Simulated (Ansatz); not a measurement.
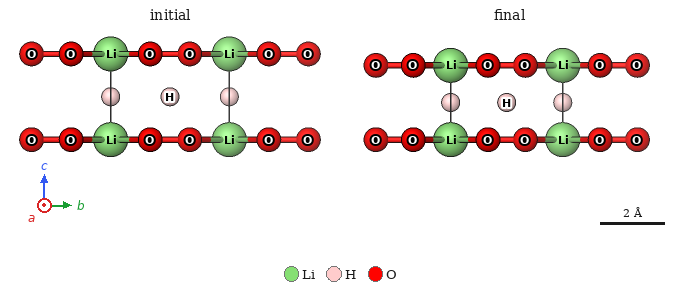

The structure of a crystal of LiH$_{3}$O$_{2}$ (built on the ZrCo3B2 type) (coarse preliminary run) before (left) and after (right) a relaxation, at one scale.

A ball-and-stick model of the cell of the calculation, seen along the a axis.

Case: ZrCo3B2 type (P6/mmm, No. 191).

The calculation used DFT r2SCAN, scalar-relativistic, plane waves, PAW in Ansatz.

Input file:
```yaml
crystal:
  lattice:
    - [4.3257730113, 0.0, 0.0]
    - [-2.1628865057, 3.7462293187, 0.0]
    - [0.0, 0.0, 2.7068330407]
  atoms:
    - { symbol: Li, position: [0.0, 0.0, 0.0] }
    - { symbol: H, position: [0.5, 0.0, 0.5] }
    - { symbol: H, position: [0.5, 0.5, 0.5] }
    - { symbol: H, position: [0.0, 0.5, 0.5] }
    - { symbol: O, position: [0.3333333333, 0.6666666667, 0.0] }
    - { symbol: O, position: [0.6666666667, 0.3333333333, 0.0] }
basis:
  ecutwfc: 500
kpoints:
  mp_grid: { grid: [6, 6, 6] }
hamiltonian:
  xc: r2scan
scf:
  occupations: { method: gaussian, width: 0.1 }
  lower_state_search: "off"
output:
  forces: true
  stress: true
  eigenvalues: true
relax:
  adjacent_minimum: "off"
  f_tol: 0.04
  max_steps: 70
  cell: { stress_tol: 0.4 }
```

Run as
```bash
ansatz run input.yaml --threads 1 --pin off --max-ram 2560MiB --backend cpu --events-out ev --progress --plain --runs-dir out
```

Describe what moved and what it gained.

Answer. The atoms keep their places relative to the cell (all moves are under 0.005 Å). The volume changes by −22.6 %, with a = b 4.326 → 4.087 Å (−5.5 %), c 2.707 → 2.346 Å (−13.3 %). Near-neighbour distances that change, for instance: Li1–Li1 2.707 → 2.346 Å, Li1–O5 2.497 → 2.359 Å. The space group stays P6/mmm (No. 191). After 5 accepted moves (6 points after the start) the energy has fallen by 151 meV per atom. All forces vanish by symmetry, so only the cell relaxes. Pressure: −18.56 GPa at the start and 0.13 GPa at the end. The SCF was repeated once at an unchanged geometry on a basis and grid sized afresh for the cell, which shifted the energy by 1.2 meV per atom at most.

Limits of the set-up: the k-point mesh is coarse for a cell with partly filled bands.
